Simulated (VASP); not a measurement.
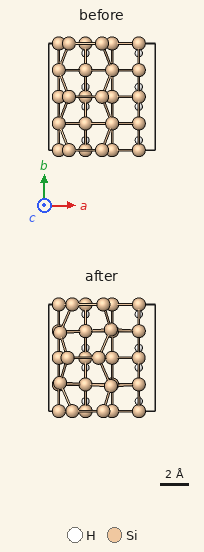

The structure of a slab of composition Si$_{7}$H$_{2}$ before (top) and after (bottom) a relaxation, at one scale.

The picture is a ball-and-stick view of the cell of the calculation, outlined in the plane, without the vacuum (origin shifted), seen along the c axis.

The run lets the atoms move in a fixed cell. 20 atoms are held fixed.

Computed with Kohn-Sham DFT of a periodic cell, rev-vdW-DF2, VASP PAW PBE potentials, recommended in VASP.

The input:
```
  AGGAC = 0.0
  ALGO = Normal
  DIPOL = 0.5 0.5 0.472
  EDIFF = 1E-6
  EDIFFG = -0.03
  ENCUT = 450
  GGA = MK
  IBRION = 2
  IDIPOL = 3
  ISIF = 2
  ISMEAR = 0
  KPAR = 4
  LASPH = True
  LCHARG = False
  LDIPOL = True
  LREAL = Auto
  LUSE_VDW = True
  LWAVE = False
  NCORE = 2
  NELM = 80
  NSW = 90
  PARAM1 = 0.1234
  PARAM2 = 0.711357
  PREC = Normal
  SIGMA = 0.05
  ZAB_VDW = -1.8867
```

Command:
```bash
cat potpaw_PBE.64/H/POTCAR potpaw_PBE.64/Si/POTCAR > POTCAR
mpirun -np 8 vasp_std > vasp.out
```

Summarise the run.

Answer. The energy falls by 0.741 eV per cell of the calculation in 15 geometry steps. Largest force component: 1.3 eV/Å at the start, 0.5 eV/Å at the end. The largest moves, 0.26 Å, are those of Si atoms. H stays in place. The cell doesn't change. Near-neighbour distances that change, for instance: Si–Si 2.530 → 2.407 Å, Si–Si 2.237 → 2.347 Å, Si–Si 2.466 → 2.372 Å, Si–Si 2.362 → 2.315 Å. Among the angles between lasting bonds that change: Si–Si–Si 95.6° → 104.8°, Si–Si–Si 109.5° → 101.2°, Si–Si–Si 98.1° → 90.9°.
